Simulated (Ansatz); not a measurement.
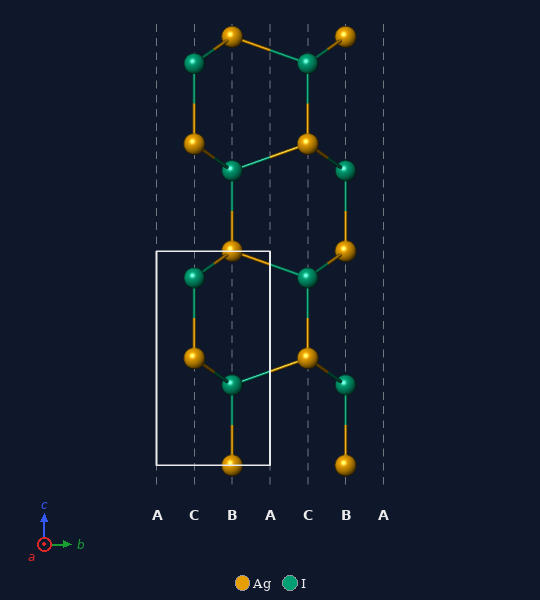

The picture looks along a close-packed row of the hexagonal mesh; c points upwards. The dashed lines mark the three columns A (0, 0), B (1/3, 2/3) and C (2/3, 1/3). The sequence starts with the first layer at or above the cell's origin.

AgI. Coordinates: the geometry relaxed with DFT PBE, scalar-relativistic, plane waves, PAW in Ansatz; the starting structure was generated, so it need not be a known form of this composition.

**Give the sequence of layers in one repeat, with element and column.**

Ag(B) – I(B) – Ag(C) – I(C) (four layers in 7.66 Å).

**How are the I layers alone stacked?**

I layers alone: BC, the hexagonal close-packed type.

**Which positions between or in the I layers do the other atoms fill?**

Ag: two tetrahedral sites in each hexagonal cell.

**What short polytype symbol fits?**

Polytype symbol 2H, the symbol of a tetrahedral polytype (number of double layers in the repeat and lattice).
